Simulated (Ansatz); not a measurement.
Consider C.

Input

```
crystal:
  lattice:
    - [2.5382439593, 0.0596304689, -0.052730741]
    - [-1.2174804787, 2.0912440095, -0.0456779159]
    - [-0.2600823837, -0.4103079643, 12.8132737975]
  atoms:
    - { symbol: C, position: [0.0904054801, 0.1478914715, 0.1790401502] }
    - { symbol: C, position: [0.2701187457, 0.4357679128, 0.6766779048] }
    - { symbol: C, position: [-0.097737429, -0.2423574919, 0.3149719031] }
    - { symbol: C, position: [0.1724364344, 0.2618325364, 0.8098831578] }
    - { symbol: C, position: [0.0677010412, 0.5994419268, 0.5645758987] }
    - { symbol: C, position: [0.8593801272, 0.2879393004, -0.0053582281] }
    - { symbol: C, position: [0.4380341216, 0.7604006965, 0.9643744949] }
    - { symbol: C, position: [0.581795432, 0.1068009226, 0.4478083039] }
    - { symbol: C, position: [0.503141165, 0.9190123543, 0.6765245347] }
    - { symbol: C, position: [0.5589167093, 0.047540106, 0.1381038267] }
    - { symbol: C, position: [-0.048283014, 0.377322535, 0.8764062663] }
    - { symbol: C, position: [0.6040911864, 0.2984077297, 0.3569917868] }
basis:
  ecutwfc: 500
kpoints:
  mp_grid: { grid: [12, 12, 2] }
hamiltonian:
  xc: r2scan
scf:
  occupations: { method: gaussian, width: 0.05 }
output:
  forces: true
  stress: true
  eigenvalues: true
  write_density: true
  write_potential: true
  elf: true
  volumetric_format: npy
relax:
  adjacent_minimum: "off"
  f_tol: 0.01
  max_steps: 80
```

Launched as:

```sh
ansatz run input.yaml --threads 2 --pin off --max-ram 5120MiB --backend cpu --events-out ev --progress --plain --runs-dir out
```

Below, planes, directions and counts refer to the conventional cell (a = 2.42 Å, b = 2.53 Å, c = 12.82 Å, α = 85.60°, β = 87.92°, γ = 61.74°).

The fields are those of the run's last geometry, not of the input's.

Space group P-1; changed on purpose from its base cell (all atoms moved at random, sigma 0.4 A a component, cell strained at random, sigma 0.03; relaxed back); computed pressure about −3 GPa in this cell.

The calculation used DFT r2SCAN, scalar-relativistic, plane waves, PAW (Ansatz).

What will maps of the valence pseudo-density and electron localisation function show?

C–C (1.61 Å): the density is about 1.5 e/Å³ at the midpoint; the ELF peaks at about 0.95 between the atoms; a shared electron pair.

Metal or insulator at this level of theory?

It is gapped, with a Kohn–Sham gap of 1.8 eV on the k-point mesh (the band edges may lie off the mesh, which would make the gap smaller).

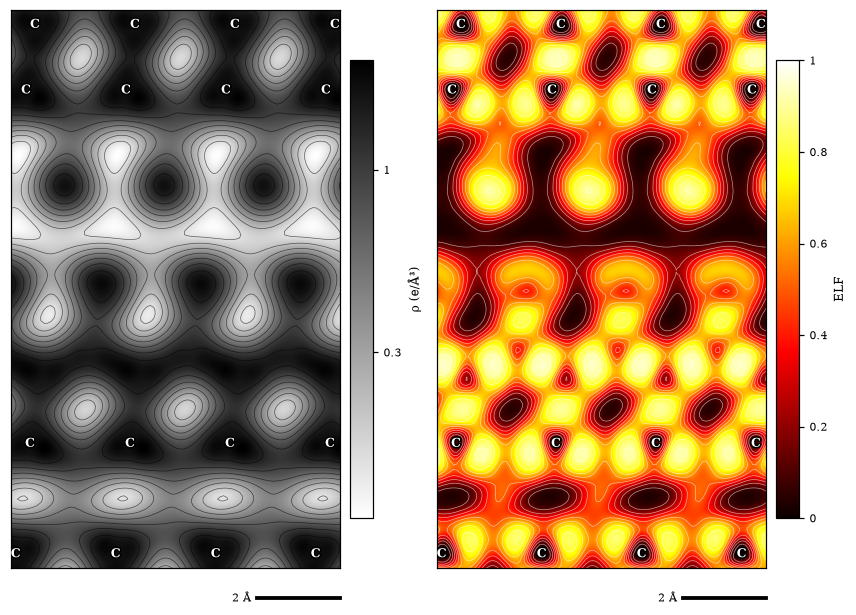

Computed valence pseudo-density and electron localisation function on the (010) plane of the conventional cell, in this order. Atoms just off the plane (C, 0.3 Å away) can leave unmarked features too.
